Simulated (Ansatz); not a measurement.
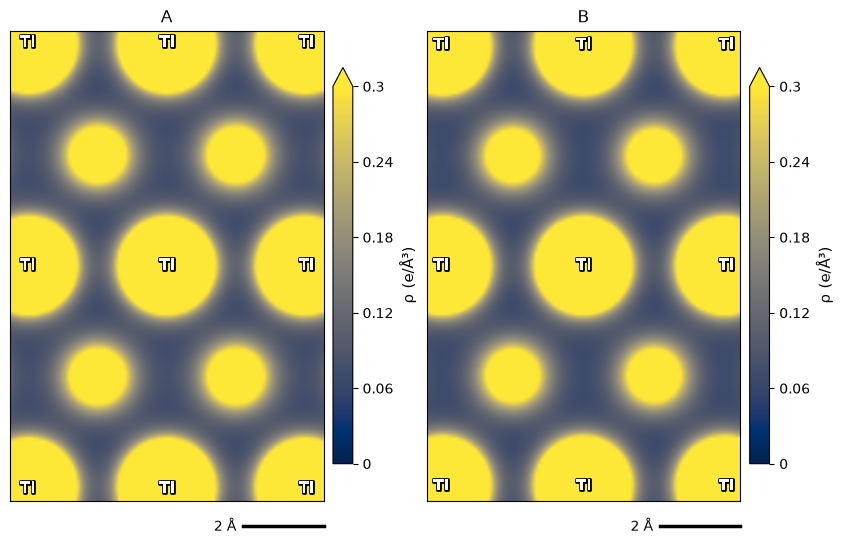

Tl. The valence electron density of two cells that differ in size and shape, on the (100) plane of each (indices in the axes of the calculation cell), at one length scale and on one colour scale; one has 28.6 and the other 29.6 Å³ an atom.

The calculation used DFT PBE+D3(BJ), scalar-relativistic, plane waves, PAW in Ansatz.

The larger cell:

```xyz
2
Lattice="3.5346 0.0000 0.0000 -1.7673 3.0610 0.0000 0.0000 0.0000 5.4734" Properties=species:S:1:pos:R:3 pbc="T T T"
Tl    0.0000    2.0407    1.3683
Tl    1.7673    1.0203    4.1050
```

The smaller cell: a = 3.456 Å, b = 3.456 Å, c = 5.525 Å, α = 90.00°, β = 90.00°, γ = 120.00°.

Which is the denser cell? Describe the effect of the change.

Answer. Panel A is the smaller cell, by 3 % in volume. From the larger cell to the smaller, Tl–Tl goes from 3.53 to 3.46 Å, and the density at its midpoint from 0.1 to 0.11 e/Å³; the pressure goes from 0.0 to 1.2 GPa.
